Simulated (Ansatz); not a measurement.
## Cr: geometry relaxation

System: Cr (Im-3m, 1 atom in the cell).
Method: DFT r2SCAN, scalar-relativistic, plane waves, PAW, no spin polarisation (Ansatz 0.2.0).

The structure was made by swapping elements on the sites of another compound; it need not be a known phase. It belongs to a series of runs on one base structure; here: Mo -> Cr on all its sites, cell and atoms relaxed.

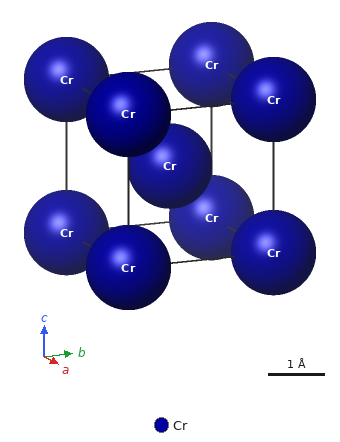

Figure 1. The starting structure (spheres-only view of the cell 2 times as large as that of the calculation, set on its symmetry axes, seen slightly off an axis). An atom can appear more than once, as a periodic image.

## Input
```yaml
crystal:
  lattice:
    - [-1.4162783789, 1.4162783789, 1.4162783789]
    - [1.4162783789, -1.4162783789, 1.4162783789]
    - [1.4162783789, 1.4162783789, -1.4162783789]
  atoms:
    - { symbol: Cr, position: [0.0, 0.0, 0.0] }
basis:
  ecutwfc: 500
kpoints:
  mp_grid: { grid: [20, 20, 20] }
hamiltonian:
  xc: r2scan
scf:
  occupations: { method: gaussian, width: 0.1 }
output:
  forces: true
  stress: true
  eigenvalues: true
  write_density: true
  write_potential: true
  elf: true
  volumetric_format: npy
relax:
  adjacent_minimum: "off"
  f_tol: 0.01
  max_steps: 60
  cell: { stress_tol: 0.1 }
```

Hardware: 1 thread of AMD EPYC (Zen 3), 189 GiB of memory available, shared host.

Run as:
```bash
ansatz run input.yaml --threads 1 --pin off --max-ram 2560MiB --backend cpu --events-out ev --progress --plain --runs-dir out
```

## Output
```
Engine: ansatz 0.2.0, x86_64-unknown-linux-gnu
Pseudopotentials: kind: paw
Pseudopotential: Cr, paw, valence charge 14, recommended cutoff 500 eV (meta_gga), Cr.paw.azcp
Functional definition: r2SCAN
  parameter k0 = 0.174
  parameter k1 = 0.065
  parameter a1 = 4.9479
  exchange = r2scan_x(k0 = k0, k1 = k1, a1 = a1)
  correlation = r2scan_c
Crystal: 1 atoms, lattice volume = 11.363 Å³
Basis set: ecut = 500 eV, 321 PW (Γ), exchange–correlation on 72×72×72 points (64 copies of the dense FFT grid, shifted against one another)
Bands: 11, of which v1, the nominal top of the filled ones, is band 7 counted from 1 (6 counted from 0)
Symmetry: 48 space group operations
Space group: Im-3m (ITA 229), of the structure as read, at distance tolerance 2.2e-5 Å
k-points: 256 of 8000
Non-local potential: Cr, projectors of the file, l = 0: 3, l = 1: 2, l = 2: 3, l = 3: 1
PAW form: soft (Blöchl's): semilocal exchange-correlation on the pseudo side does not see the compensation charge
PAW frozen core: Cr, regenerated for the run's functional (the file was generated under x = pbe(κ = 0.804, μ = 0.2195149727645171), c = pbe(β = 0.06672455060314922))
PAW one-centre angular grid: Cr, 590 points (default); XC on 160 Gauss nodes
Initial density: superposition of atomic densities (neutral atoms: chi_scale 0, normalization atom), corrected by the library's trained network
Initial wavefunctions: pseudopotential atomic-orbital guess
Functional: x = r2scan, c = r2scan; τ floored in thin density (d = 2e-4 eV/Å³)
SCF iter   1: F=—  HF=-3382.459238 eV  |F-HF|=—  |Δ(HF+E_count)|=         —  Δρ=1.75e-2  dr2=2.49e-2  dr2_τ=1.17e-2  ethr=1.77e-3  ⟨swp⟩=4.1  Hψ=13671  notcnv=0
preconditioner: auto → none  [metal: Δε(μ)=0.009 eV  Ē_g=7.935 eV  σ=0.100 eV  W_gap=0.05  n_scr=0 (ndim 8)  ℏωp=27.0 eV  f_vac=0.000  D(μ)=0.61/eV (n_scr^D=0)]
SCF iter   2: F=—  HF=-3382.456803 eV  |F-HF|=—  |Δ(HF+E_count)|=   2.43e-3  Δρ=1.16e-2  dr2=9.52e-3  dr2_τ=5.71e-4  ethr=1.78e-4  ⟨swp⟩=2.9  Hψ=7592  notcnv=0  defer=16
SCF iter   3: F=—  HF=-3382.454389 eV  |F-HF|=—  |Δ(HF+E_count)|=   2.41e-3  Δρ=2.83e-3  dr2=1.57e-4  dr2_τ=1.49e-4  ethr=6.80e-5  ⟨swp⟩=2.5  Hψ=4935  notcnv=0  defer=16
SCF iter   4: F=—  HF=-3382.454772 eV  |F-HF|=—  |Δ(HF+E_count)|=   3.82e-4  Δρ=1.80e-4  dr2=9.13e-7  dr2_τ=1.23e-6  ethr=1.12e-6  ⟨swp⟩=2.2  Hψ=4486  notcnv=0  defer=16
SCF iter   5: F=—  HF=-3382.454771 eV  |F-HF|=—  |Δ(HF+E_count)|=   2.52e-7  Δρ=5.24e-5  dr2=1.27e-7  dr2_τ=1.68e-8  ethr=6.52e-9  ⟨swp⟩=2.0  Hψ=4554  notcnv=0  defer=16
SCF iter   6: F=-3382.454771 eV  HF=-3382.454771 eV  |F-HF|=7.34e-10  |Δ(HF+E_count)|=   7.10e-8  Δρ=4.72e-6  dr2=6.03e-10  dr2_τ=2.32e-10  ethr=7.14e-10  ⟨swp⟩=7.7  Hψ=16199  notcnv=0
SCF 1 converged in 6 iterations: F = -3382.454771 eV  dr2 = 6.03e-10
  greatest PAW one-centre occupation: 1.000 electrons in one spin orbital (limit 2), on the Cr atom at site 0 (counted from 0), in its partial waves of l = 0
relax step   1: F+E_penalty+E_count = -3382.45477135 eV  Δ(F+E_penalty+E_count) = +0.000e0 eV  max|allowed force component| = 0.000e0 eV/Å  Δτ_max = 0.0000 Å  P = -0.977 GPa  Ω = 11.363 Å³  (6 SCF iters, dr2 threshold 1.00e-7 eV, accepted)
Crystal: 1 atoms, lattice volume = 11.331 Å³
Initial density: handed on by an earlier stage of this run
Initial wavefunctions: those handed on with the density
iter 1 solved again at ethr=1.65e-7 eV; its pass at ethr=3.10e-3 eV (dr2=2.31e-5 eV) is discarded
SCF iter   1: F=—  HF=-3382.454750 eV  |F-HF|=—  |Δ(HF+E_count)|=         —  Δρ=5.03e-4  dr2=2.43e-5  dr2_τ=1.22e-4  ethr=1.65e-7  ⟨swp⟩=2.0  Hψ=17092  notcnv=0
preconditioner: auto → none  [metal: Δε(μ)=0.037 eV  Ē_g=7.915 eV  σ=0.100 eV  W_gap=0.20  n_scr=0 (ndim 8)  ℏωp=27.0 eV  f_vac=0.000  D(μ)=0.61/eV (n_scr^D=0)]
SCF iter   2: F=—  HF=-3382.454913 eV  |F-HF|=—  |Δ(HF+E_count)|=   1.64e-4  Δρ=4.50e-4  dr2=1.32e-5  dr2_τ=6.70e-7  ethr=1.65e-7  ⟨swp⟩=2.0  Hψ=4621  notcnv=0
SCF iter   3: F=—  HF=-3382.454910 eV  |F-HF|=—  |Δ(HF+E_count)|=   3.53e-6  Δρ=1.33e-4  dr2=6.34e-7  dr2_τ=1.66e-7  ethr=9.40e-8  ⟨swp⟩=2.6  Hψ=4045  notcnv=0
SCF iter   4: F=—  HF=-3382.454911 eV  |F-HF|=—  |Δ(HF+E_count)|=   1.04e-6  Δρ=6.37e-5  dr2=2.85e-7  dr2_τ=7.33e-9  ethr=4.53e-9  ⟨swp⟩=2.0  Hψ=4627  notcnv=0
SCF iter   5: F=-3382.454911 eV  HF=-3382.454911 eV  |F-HF|=7.52e-9  |Δ(HF+E_count)|=   4.82e-8  Δρ=1.25e-5  dr2=1.03e-8  dr2_τ=7.99e-10  ethr=7.14e-10  ⟨swp⟩=4.9  Hψ=13972  notcnv=0
SCF 2 converged in 5 iterations: F = -3382.454911 eV  dr2 = 1.03e-8
relax step   2: F+E_penalty+E_count = -3382.45491075 eV  Δ(F+E_penalty+E_count) = -1.394e-4 eV  max|allowed force component| = 0.000e0 eV/Å  Δτ_max = 0.0000 Å  P = -0.181 GPa  Ω = 11.331 Å³  energy of the carried Pulay correction = +2.061e-5 eV  (5 SCF iters, dr2 threshold 1.00e-7 eV, accepted)
Crystal: 1 atoms, lattice volume = 11.323 Å³
iter 1 solved again at ethr=9.91e-9 eV; its pass at ethr=3.10e-3 eV (dr2=1.39e-6 eV) is discarded
SCF iter   1: F=—  HF=-3382.454912 eV  |F-HF|=—  |Δ(HF+E_count)|=         —  Δρ=1.24e-4  dr2=1.46e-6  dr2_τ=6.14e-6  ethr=9.91e-9  ⟨swp⟩=1.6  Hψ=16436  notcnv=0
preconditioner: auto → none  [metal: Δε(μ)=0.036 eV  Ē_g=7.918 eV  σ=0.100 eV  W_gap=0.20  n_scr=0 (ndim 8)  ℏωp=27.0 eV  f_vac=0.000  D(μ)=0.61/eV (n_scr^D=0)]
SCF iter   2: F=—  HF=-3382.454920 eV  |F-HF|=—  |Δ(HF+E_count)|=   8.16e-6  Δρ=1.08e-4  dr2=7.72e-7  dr2_τ=3.86e-8  ethr=9.91e-9  ⟨swp⟩=2.0  Hψ=4620  notcnv=0
SCF iter   3: F=-3382.454920 eV  HF=-3382.454920 eV  |F-HF|=3.63e-8  |Δ(HF+E_count)|=   2.11e-7  Δρ=2.95e-5  dr2=3.08e-8  dr2_τ=8.37e-9  ethr=5.83e-10  ⟨swp⟩=5.0  Hψ=13962  notcnv=0
SCF 3 converged in 3 iterations: F = -3382.454920 eV  dr2 = 3.08e-8
relax step   3: F+E_penalty+E_count = -3382.45491959 eV  Δ(F+E_penalty+E_count) = -8.841e-6 eV  max|allowed force component| = 0.000e0 eV/Å  Δτ_max = 0.0000 Å  P = +0.002 GPa  Ω = 11.323 Å³  energy of the carried Pulay correction = +2.527e-5 eV  (3 SCF iters, dr2 threshold 8.16e-8 eV, accepted)
Initial wavefunctions: pseudopotential atomic-orbital guess (no wavefunctions were taken with the density)
iter 1 solved again at ethr=1.79e-10 eV; its pass at ethr=3.10e-3 eV (dr2=2.50e-8 eV) is discarded
SCF iter   1: F=—  HF=-3382.454892 eV  |F-HF|=—  |Δ(HF+E_count)|=         —  Δρ=2.63e-5  dr2=2.28e-8  dr2_τ=1.08e-8  ethr=1.79e-10  ⟨swp⟩=3.1  Hψ=22816  notcnv=0
preconditioner: auto → none  [metal: Δε(μ)=0.036 eV  Ē_g=7.917 eV  σ=0.100 eV  W_gap=0.20  n_scr=0 (ndim 8)  ℏωp=27.0 eV  f_vac=0.000  D(μ)=0.61/eV (n_scr^D=0)]
SCF iter   2: F=—  HF=-3382.454892 eV  |F-HF|=—  |Δ(HF+E_count)|=   2.03e-8  Δρ=1.06e-5  dr2=6.48e-9  dr2_τ=2.09e-9  ethr=1.63e-10  ⟨swp⟩=2.0  Hψ=4313  notcnv=0
SCF iter   3: F=—  HF=-3382.454892 eV  |F-HF|=—  |Δ(HF+E_count)|=   7.38e-9  Δρ=7.52e-6  dr2=2.58e-9  dr2_τ=6.28e-10  ethr=4.63e-11  ⟨swp⟩=2.0  Hψ=4555  notcnv=0
SCF iter   4: F=—  HF=-3382.454892 eV  |F-HF|=—  |Δ(HF+E_count)|=   2.27e-9  Δρ=1.08e-6  dr2=8.96e-11  dr2_τ=4.57e-12  ethr=1.84e-11  ⟨swp⟩=3.0  Hψ=4681  notcnv=0
SCF iter   5: F=-3382.454892 eV  HF=-3382.454892 eV  |F-HF|=1.82e-12  |Δ(HF+E_count)|=  2.50e-11  Δρ=1.27e-7  dr2=1.06e-12  dr2_τ=4.65e-14  ethr=1.00e-12  ⟨swp⟩=5.0  Hψ=9781  notcnv=0
SCF 4 converged in 5 iterations: F = -3382.454892 eV  dr2 = 1.06e-12
relax step   4: F+E_penalty+E_count = -3382.45489179 eV  Δ(F+E_penalty+E_count) = +2.780e-5 eV  max|allowed force component| = 0.000e0 eV/Å  Δτ_max = 0.0000 Å  P = +0.000 GPa  Ω = 11.323 Å³  stress off target by 2.77e-4 GPa  SCF on the basis re-selected at this cell (its energy is not comparable with the rows above)  (5 SCF iters)
```

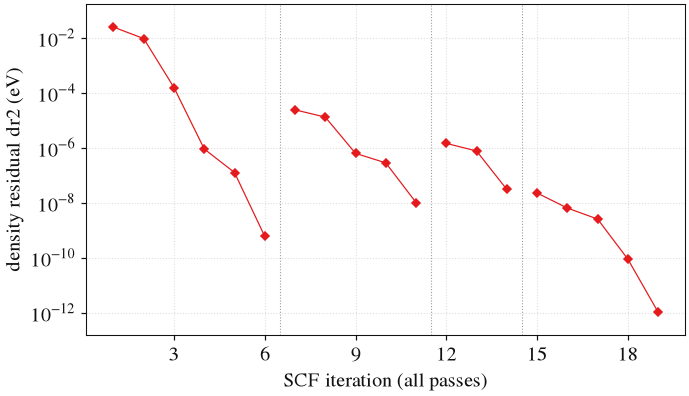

Figure 2. Convergence of the self-consistent field: density residual dr2 against the SCF iteration. The dotted lines part the SCF passes of the relaxation: geometry steps, rejected trials and re-solves on a re-selected basis. The passes take 6, 5, 3 and 5 iterations.

```
basis re-selected at this cell: Δ(F+E_penalty+E_count) = +2.780e-5 eV, ΔP = -0.002 GPa vs the last step (what re-selecting the basis moved, of the pressure what is left beyond the Pulay correction that the steps carried, after the strain that the cell walked since its last selection, with what the two solves' SCF thresholds leave and, on support functions, any second-order correction that the steps lacked; it is no measure of the basis error at this ecutwfc). This SCF's stress stands 2.77e-4 GPa from its target on what of the cell is left free (relax.cell.stress_tol is 1.00e-1 GPa) and its largest allowed force component is 0.00e0 eV/Å (relax.f_tol is 1.00e-2 eV/Å): within both
SCF converged after 5 iterations
Free energy (F): -3382.454892 eV
Harris-Foulkes:  -3382.454892 eV  (|F-HF|=1.82e-12)
Internal energy: -3382.451862 eV  (E = F + TS)
E sigma→0 (E₀):  -3382.453377 eV
Entropy (-TS):   -0.003030 eV (-3.030 meV/atom)
Fermi energy:    19.815357 eV
--- Per-component energies (eV) ---
  E_band       = -156.192712
  E_kinetic    = 344.020667
  E_local      = -1154.592121  (includes V_loc(G=0)·N_el)
  E_nonlocal   = 78.461731
  E_hartree    = 505.446888
  E_xc         = -138.294150
  E_vxc        = -201.239544  (∫ρ·V_xc dr)
  E_paw        = -1202.029818  (= ΣΔE_a)
  E_vpaw       = -246.421677  (= ΣTr[D̂ρ^β])
  E_aug_tail   = 0.000233  (compensation charges beyond the density's cutoff)
  E_vtau       = 12.684271  (kinetic-family band-sum trace: ∫τ·v_τ [+ j·A + Jᵃ·Aᵃ] dr)
  E_ewald      = -1815.192964
  E_core_change = -0.272327  (= ΣΔE_core)
  E_smearing   = -0.003030  (= −TS)
  E_closure    = -0.000000  (closes the sum)
  Σ components = -3382.454892   (vs F -3382.454892, Δ=0.00e0)
--- Forces (eV/Å), atoms counted from 1 ---
  atom   1  Cr    -0.00000000     0.00000000    -0.00000000
  max |Σ_I F_I| component: 1.19e-31 eV/Å
--- Stress (GPa, compression-positive) ---
        0.000277       0.000000      -0.000000
        0.000000       0.000277      -0.000000
       -0.000000       0.000000       0.000277
  P = ⅓ Tr σ = 0.0003 GPa (0.003 kbar)
--- Band table (eV; the first three rows and the last of 256) ---
  k-point 0: bands = ["-54.9846", "-24.4708", "-24.4708", "-24.4708", "11.3058", "18.7951", "18.7951", "18.7951", "21.2401", "21.2401", "43.1237"]
  k-point 1: bands = ["-54.9790", "-24.4970", "-24.4788", "-24.4710", "11.4233", "18.7487", "18.7876", "18.8748", "21.1860", "21.2431", "42.8274"]
  k-point 2: bands = ["-54.9627", "-24.5727", "-24.5019", "-24.4715", "11.7678", "18.6159", "18.7551", "19.1095", "21.0509", "21.2533", "42.0056"]
  k-point 255: bands = ["-54.5932", "-25.1698", "-25.1698", "-25.1698", "15.2572", "15.2572", "22.3669", "22.3669", "22.3669", "31.0048", "31.0048"]
--- Relaxed structure (3 steps of the walk, 3 accepted, 1 SCFs on fresh bases) ---
  F+E_penalty+E_count = -3382.45489179 eV   max|allowed force component| = 0.000e0 eV/Å   (the final SCF, on the basis selected at the relaxed cell)
  cell:  # Å, volume = 11.3231 Å³
    - [-1.4146043721150892, 1.4146043721150892, 1.4146043721150892]
    - [1.4146043721150892, -1.4146043721150892, 1.4146043721150892]
    - [1.4146043721150892, 1.4146043721150892, -1.4146043721150892]
  atoms:
    - { symbol: Cr, position: [0.0, 0.0, 0.0] }
```

## Trajectory as extended XYZ (Å, eV, eV/Å), 4 frames, from step=1 to step=4
```
1
Lattice="-1.4163 1.4163 1.4163 1.4163 -1.4163 1.4163 1.4163 1.4163 -1.4163" Properties=species:S:1:pos:R:3:forces:R:3 step=1 energy=-3382.45477 pressure_GPa=-0.98
Cr    0.0000    0.0000    0.0000    0.0000   0.0000   0.0000
1
Lattice="-1.4149 1.4149 1.4149 1.4149 -1.4149 1.4149 1.4149 1.4149 -1.4149" Properties=species:S:1:pos:R:3:forces:R:3 step=2 energy=-3382.45491 pressure_GPa=-0.18
Cr    0.0000    0.0000    0.0000    0.0000   0.0000   0.0000
1
Lattice="-1.4146 1.4146 1.4146 1.4146 -1.4146 1.4146 1.4146 1.4146 -1.4146" Properties=species:S:1:pos:R:3:forces:R:3 step=3 energy=-3382.45492 pressure_GPa=0.00
Cr    0.0000    0.0000    0.0000    0.0000   0.0000   0.0000
1
Lattice="-1.4146 1.4146 1.4146 1.4146 -1.4146 1.4146 1.4146 1.4146 -1.4146" Properties=species:S:1:pos:R:3:forces:R:3 step=4 energy=-3382.45489 pressure_GPa=0.00
Cr    0.0000    0.0000    0.0000    0.0000   0.0000   0.0000
```

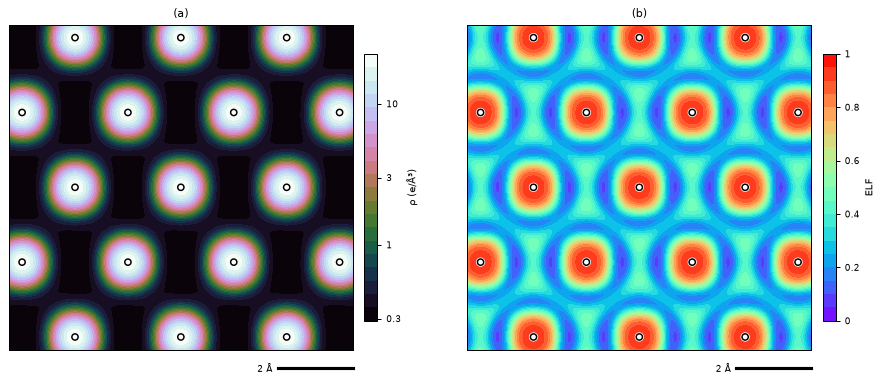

Figure 3. (a) valence electron density; (b) electron localisation function on the (11̄0) plane of the conventional cell. Circles mark the nuclei in the plane (Cr). Cr–Cr (2.45 Å): ρ at the midpoint is about 0.4 e/Å³; the ELF is about 0.30 at the midpoint (no localised pair between them). Away from the nuclei the density in this plane falls to 0.29 e/Å³ at its lowest. The strong features right at Cr lie inside the PAW spheres (semicore, d or f shells) and say nothing about bonding. In a PAW calculation such maps are meaningful between the atoms, not at the nuclei.

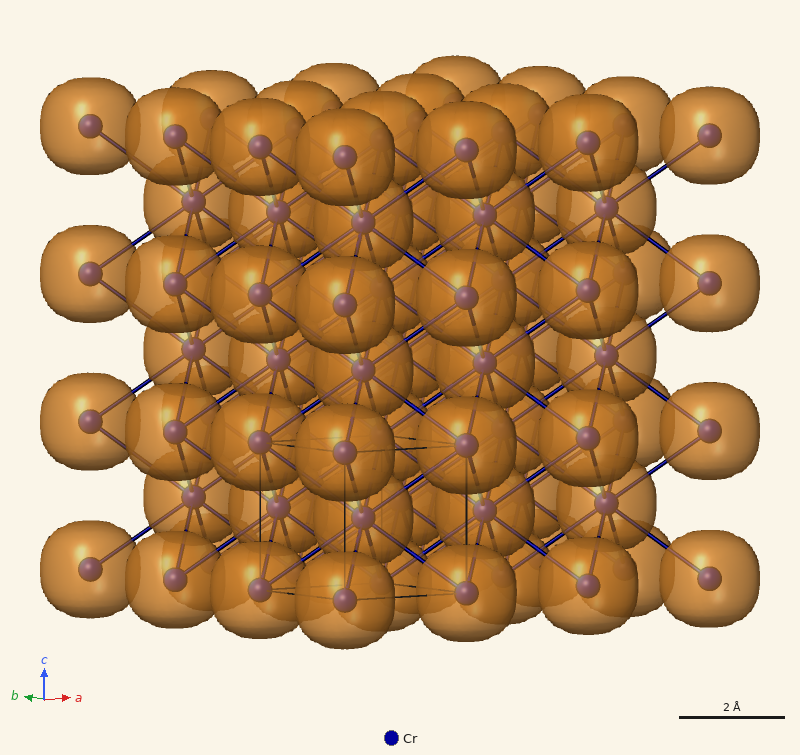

Figure 4. Isosurface of the valence charge density (pseudo) at 0.5 e/Å³ (orange), seen at an oblique angle. Sticks mark near contacts. The outline is the cell set on symmetry axes. At this value the density breaks into separate islands; it holds about 80 % of the electrons treated as valence (semicore included). It is pinched off along the Cr–Cr (2.45 Å) contacts. On the grid the lowest density along these lines, outside the cores, is 0.39 e/Å³ (Cr–Cr, 2.45 Å).

## Summary

```tsv
quantity	value
outcome	converged
space group (tolerance 0.01 Å)	Im-3m (229)
electrons treated	14
free energy	−3382.4549 eV
Fermi energy	19.815 eV
gap on the k-point mesh	none (metallic)
pressure	0.00 GPa
final volume	11.32 Å³
largest force (length of the vector) at the end	under 0.001 eV/Å
final cell	a = 2.450 Å, b = 2.450 Å, c = 2.450 Å, α = 109.47°, β = 109.47°, γ = 109.47°
wall time	35 s
peak memory	0.4 GiB
```

The run has no spin polarisation, so a magnetic state may lie lower.
